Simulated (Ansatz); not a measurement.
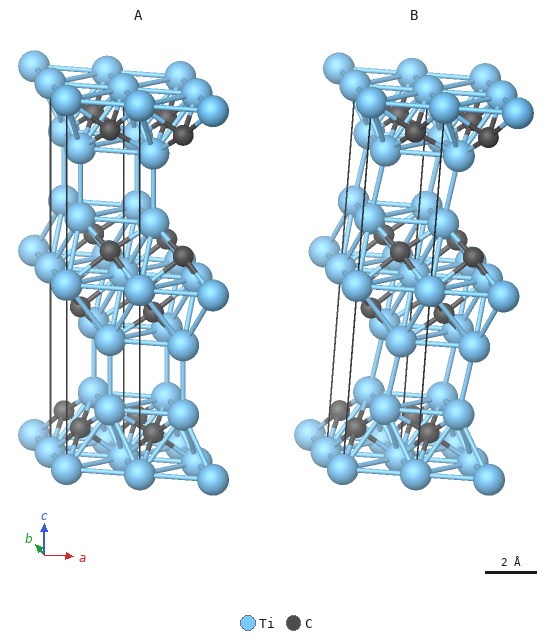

Two geometries of crystalline Ti$_{3}$C$_{2}$ (set up in P6_3/mmc): one is the relaxed structure, the other was perturbed away from it. A ball-and-stick model of the cell of the calculation, repeated 2 × 2 × 1 with one cell outlined, seen slightly off an axis.

The calculation used DFT r2SCAN, scalar-relativistic, plane waves, PAW in Ansatz 0.2.0. (plane-wave cutoff 500 eV; k-point mesh 12 × 12 × 4; occupations gaussian; smearing width 0.1 eV; no spin polarisation)

Which one is perturbed?

Answer. Structure B is the perturbed one. Shear of c along a, +8.0 %, is applied. The cell is then held and the atoms relaxed. Energy change: −7.9 meV per atom. The pressure goes from 0.0 to −0.5 GPa. The principal stresses (compression positive) are 2.1 GPa in a general direction near [3 −1 1], −0.4 GPa along [1 2 0], −3.2 GPa along [3 0 −1]. The drawn cell changes at constant volume: a = b unchanged at 3.064 Å, c 15.119 → 15.167 Å (+0.3 %), α 90.0° → 92.3°, β 90.0° → 85.4°. The largest moves relative to the cell, 0.22 Å, are those of Ti atoms. By element the largest moves are Ti 0.22 Å, C 0.12 Å. Among the bonded contacts that change: Ti–Ti 2.848 → 2.902 Å, Ti–Ti 2.946 → 2.940 to 2.970 Å, C–Ti 2.061 → 2.051 to 2.076 Å, C–Ti 2.194 → 2.189 to 2.206 Å. The space group (tolerance 0.01 Å) goes from P6_3/mmc (No. 194) to C2/c (No. 15).
